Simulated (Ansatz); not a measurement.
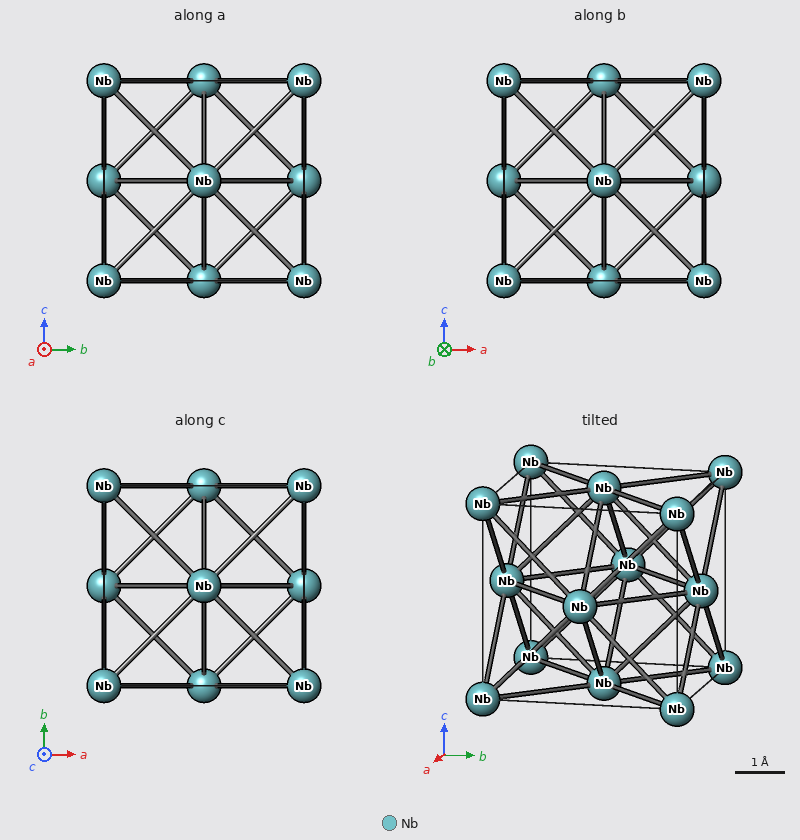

View along the a axis, along the b axis, along the c axis and slightly off an axis, drawn as a ball-and-stick model. Atoms at the boundary of the conventional unit cell (the box) are drawn once for each face, edge or corner they touch.

Lattice parameters: a = 4.099 Å, b = 4.099 Å, c = 4.099 Å, α = 90.00°, β = 90.00°, γ = 90.00°. Put a along x and b in the xy plane.

Convert the drawing into a POSCAR file.

```
Nb
1.0
     4.099    0.000    0.000
     0.000    4.099    0.000
     0.000    0.000    4.099
Nb
4
Direct
  0.0000 0.0000 0.0000
  0.0000 0.5000 0.5000
  0.5000 0.0000 0.5000
  0.5000 0.5000 0.0000
```

Its origin is a structure type filled with this element by a generator (whether the element takes this form wasn't checked). Earlier steps of the study may have refined or changed the cell and positions. It was the input of a calculation with Ansatz.

At this level of theory the cell isn't at rest (compressed, at 16 GPa), so its distances can differ from those at equilibrium, the more so the softer the solid.
